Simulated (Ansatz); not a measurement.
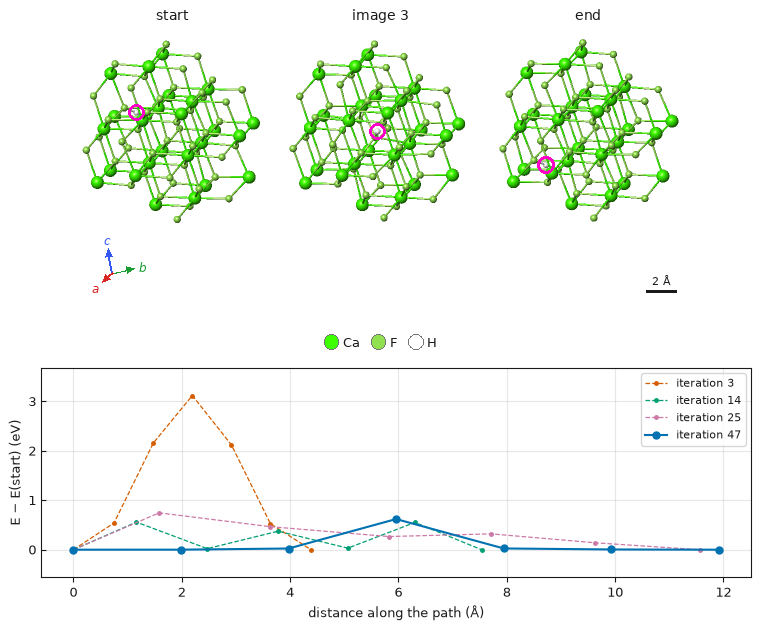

A search for the minimum-energy path of CaF2 with an interstitial H (25 atoms in the cell, charge +1) by the nudged elastic band. Images are numbered from 0 (start) to 6 (end). The plot follows the band through its iterations. The picture is a ball-and-stick view of the atoms within 6.1 Å of the middle of the path, seen slightly off an axis. The moving atom is ringed, with any periodic copies. Bonds to atoms that aren't drawn are left out.

Method: DFT PBE, scalar-relativistic, plane waves, PAW (Ansatz 0.2.0). Run with plane-wave cutoff 420 eV; k-point mesh 2 × 2 × 2; Fermi-Dirac smearing 0.05 eV; 5 movable images; climbing image; force threshold 0.05 eV/Å; iteration limit 47; starting path by image-dependent pair potential.

Q: How did the profile develop, and is the result final?

A: The result isn't final. The band hadn't converged when the run stopped after 47 iterations. The barrier read from it is provisional, though the highest image hardly moved in the last two iterations. The first iteration put the highest image at 4.42 eV. The barrier is about 0.62 eV in both directions, with image 3 at the top; the ends have nearly the same energy.

Limits of the set-up: the periodic images lie only 7.8 Å apart, so the values are limited by the cell's size; the cell is charged, on a uniform background, and energies carry no finite-size correction.

PAW datasets: the set soft_1.
